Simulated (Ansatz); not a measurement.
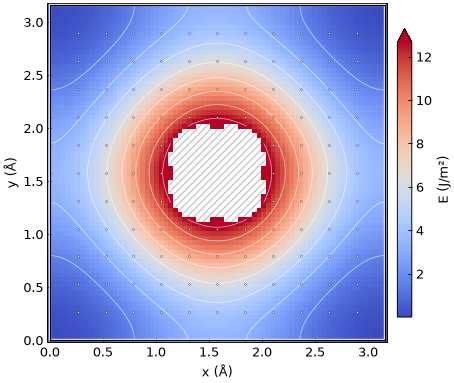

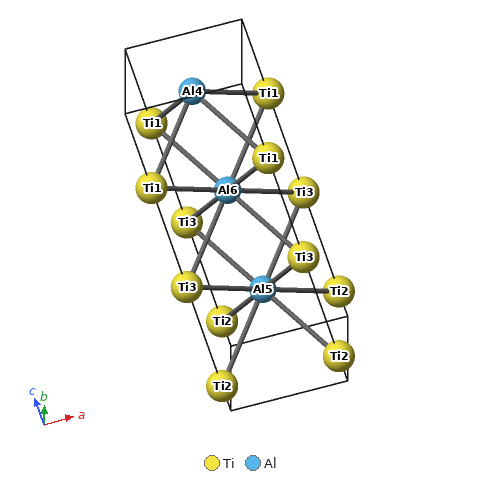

Energy landscape of TiAl (Pm-3m, No. 221; 6 atoms in the cell). 
- Gamma surface: rigid slide across a plane, one fault a cell; the plane is (1 0 0) of the conventional cell, and the faces at the cut hold Al and Ti.
- Places are given modulo a cell vector. The map is drawn in real space over the plane of the slide.
- Nothing is relaxed (rigid halves, spacing across the cut fixed).
- Grid: 12 × 12 points; 25 points were computed and 110 follow by symmetry. At 9 points there is no value (left out of the scan, as a rule where atoms come close).
- Energies: J/m², counted from the lowest grid point.
- The calculation used DFT PBEsol, scalar-relativistic, plane waves, PAW (Ansatz 0.2.0). Settings: cutoff 520 eV, k-mesh 14×14×5 in the order of the run's cell vectors, gaussian smearing 0.15 eV, no spin polarisation.

The picture shows a smooth colour map with a few white contour lines, dots at the grid points, the outline of one cell of the plane, one colour for all values above the top of the scale, hatched blanks where no value was computed. Between grid points the surface is interpolated. The second picture is the structure at the lowest point

Q: Describe this landscape.

A: The lowest grid point is at (0/12, 0/12) of the cell vectors. It is the only kind of minimum in the scanned range. The highest grid point, (4/12, 6/12) of the cell vectors, lies 12.7 J/m² above the lowest. On the interpolated surface the easiest way out of the lowest well to its copy in the next cell or period passes a barrier of about 3.5 J/m².

Time for the 25 points that were run: 31 min on 2 threads of Arm Neoverse V1 (shared host).

PAW datasets: the set soft_1.
